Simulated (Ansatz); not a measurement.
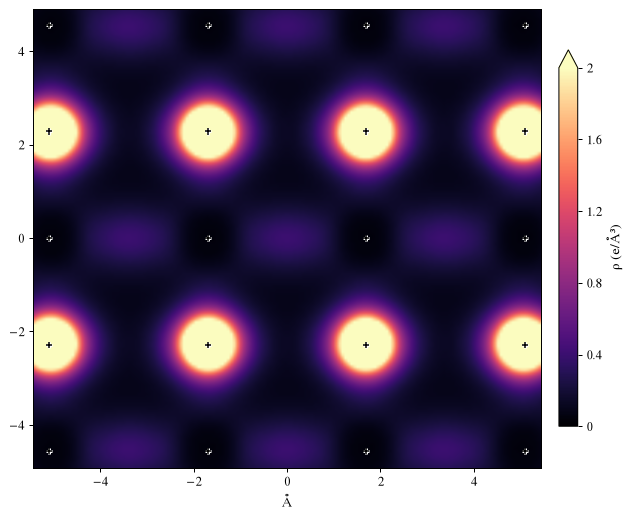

The valence electron density on a plane through atoms (crosses mark nuclei in the plane).

Level of theory: DFT PBE, scalar-relativistic, plane waves, PAW (Ansatz).

Candidates:
A. AlP, a = 3.89 Å, b = 3.89 Å, c = 6.74 Å, α = 73.22°, β = 73.22°, γ = 60.00°. Space group F-43m; PAW files of the earlier set (soft_1).
B. C, a = 4.27 Å, b = 2.47 Å, c = 17.20 Å, α = 90.00°, β = 92.37°, γ = 90.00°. Space group C2/m; PAW files of the earlier set (soft_1).
C. AlN, a = 3.40 Å, b = 3.40 Å, c = 4.56 Å, α = 90.00°, β = 90.00°, γ = 120.00°. Space group P6₃/mmc; a structure from a database of computed crystals, not necessarily the ambient phase; computed pressure about −19 GPa in this cell; PAW files of the earlier set (soft_1).

### Which candidate gave the map?

Candidate C: AlN on the (100) plane of the conventional cell, which holds Al and N.
